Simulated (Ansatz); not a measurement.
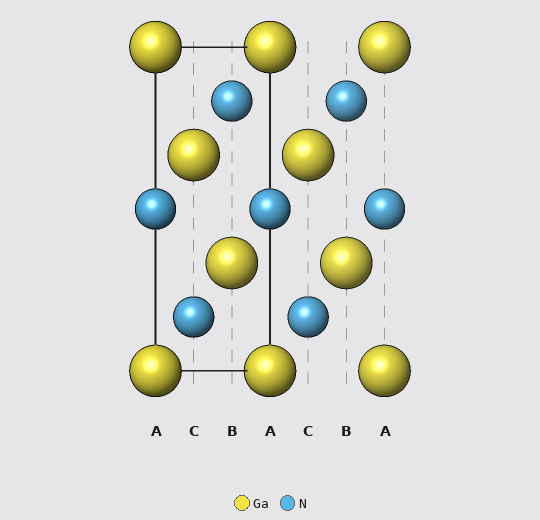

Projection along an edge of the hexagonal mesh, stacking direction [111] upwards. The dashed lines mark the three columns A (0, 0), B (1/3, 2/3) and C (2/3, 1/3). The box is the hexagonal cell of the face-centred cubic lattice. The sequence starts with the first layer at or above the cell's origin.

System GaN; source of the atomic positions: the input geometry of an electronic-structure calculation (not necessarily at equilibrium); the starting structure was generated, so it need not be a known form of this composition.

Read off the stacking sequence over one period.

Answer. Ga(A) – N(C) – Ga(B) – N(A) – Ga(C) – N(B) (six layers in 7.30 Å).

How are the N layers alone stacked?

Answer. N layers alone: CAB, the cubic close-packed type.

Which positions between or in the N layers do the other atoms fill?

Answer. Ga: three octahedral sites in each hexagonal cell.
